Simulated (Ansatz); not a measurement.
Given this structure:

```xyz
9
Lattice="3.4139 0.0000 0.0000 -1.7069 2.9565 0.0000 0.0000 0.0000 29.8001" Properties=species:S:1:pos:R:3 pbc="T T T"
W     1.7069    0.9855   14.9000
W     0.0000    1.9710    8.0442
W     0.0000    1.9710   21.7559
Se    0.0000    1.9710   16.5621
Se    1.7069    0.9855    9.7064
Se    1.7069    0.9855   23.4169
Se    0.0000    1.9710   13.2380
Se    1.7069    0.9855    6.3832
Se    1.7069    0.9855   20.0937
```

### Work out the structure from the coordinates.

Its composition is WSe2. The cell comprises 3 formula units: 3 W, 6 Se. The coordination shell of W holds six Se in a trigonal prismatic arrangement at 2.58 Å. Se bonds to three W in a trigonal pyramidal arrangement at 2.58 Å. Not all metal-metal contacts are counted. The bonds build WSe2 layers parallel to (001).

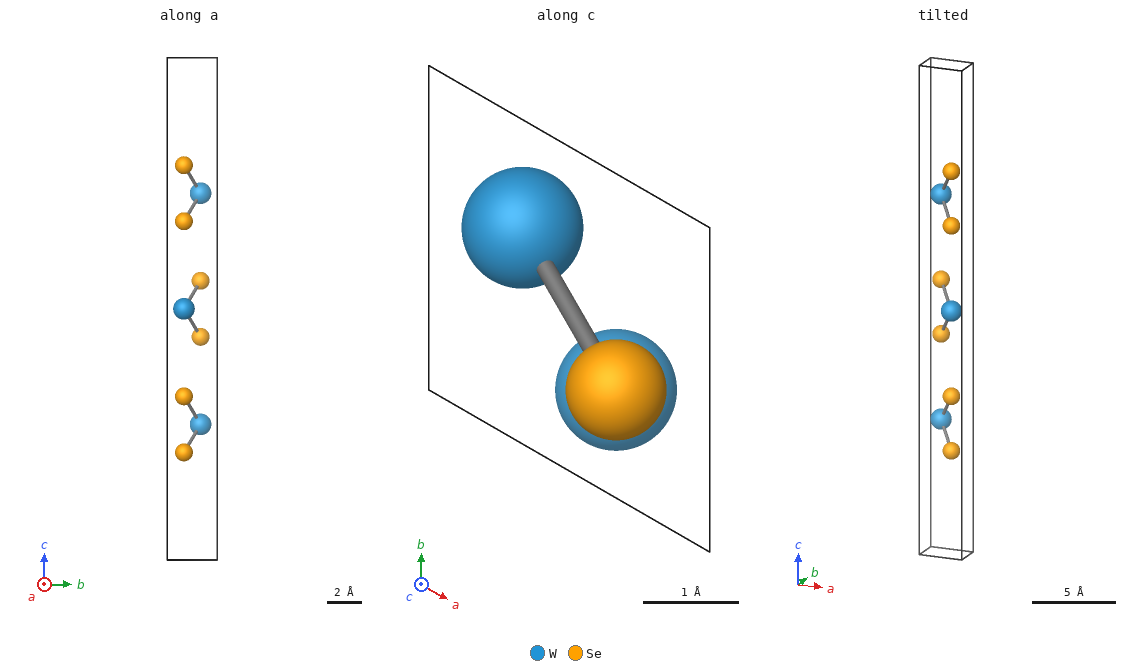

The crystal in a ball-and-stick representation, seen along the a axis, along the c axis and slightly off an axis. The simulation cell is drawn as a box.

Its origin is a structure listed in the Materials Project. The cell was then strained or its atoms displaced on purpose. It went into a calculation with Ansatz.

At this level of theory the run's own cell isn't at rest (stretched, at -4 GPa), so its distances can differ from those at equilibrium, the more so the softer the solid.
